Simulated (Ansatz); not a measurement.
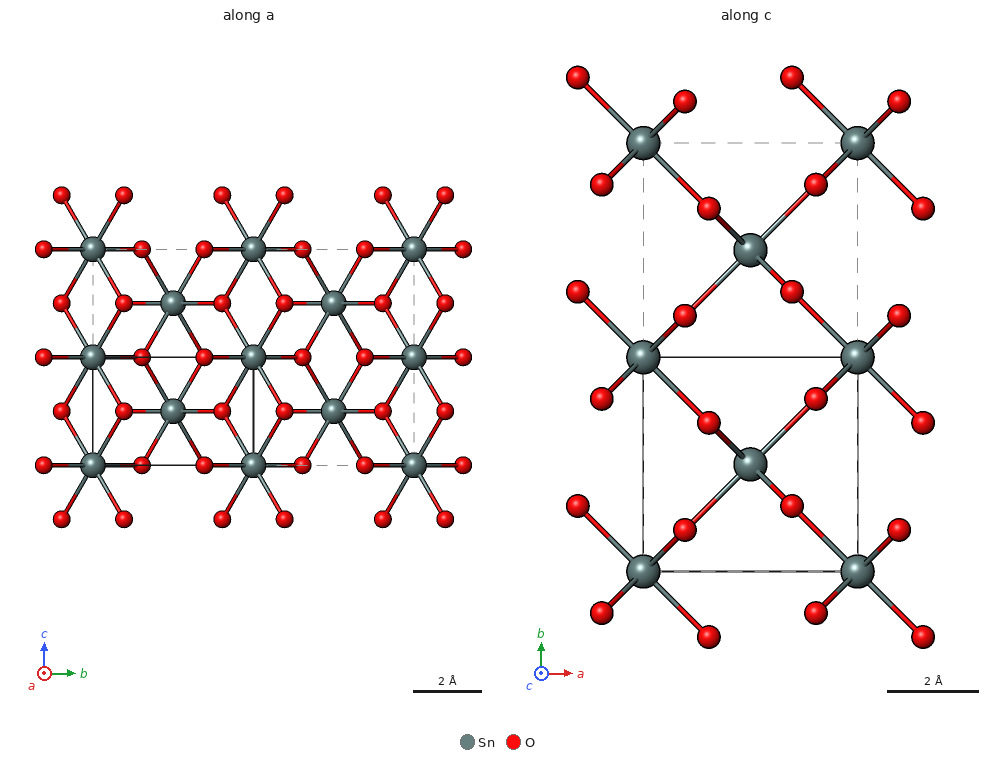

An orthographic ball-and-stick view of the structure, along the a axis and along the c axis. A block of 1×2×2 cells is shown, with one conventional unit cell in solid outline. A few atoms beyond the faces are included.

SnO$_{2}$, space group P4_2/mnm (No. 136), a = 4.76 Å, b = 4.76 Å, c = 3.20 Å, α = 90.00°, β = 90.00°, γ = 90.00°.

Method used: Ansatz 0.2.0, DFT r2SCAN, scalar-relativistic, plane waves, PAW. It ran with plane-wave cutoff 500 eV, k-points about 0.23 Å⁻¹ apart, Gaussian smearing of 0.02 eV, no spin polarisation.

Question: How large a gap does the method give, if there is one?

Answer: A semiconductor at this level, with a gap of 1.77 eV on the k-mesh (the true edges may lie between mesh points, so the gap can be somewhat smaller).

Question: Under what pressure is the structure?

Answer: The computed pressure is 0.0 GPa, close to zero.

Provenance: a structure listed in the Materials Project. Earlier steps of the study may have refined or changed the cell and positions. Ansatz was used for an electronic-structure calculation on it.
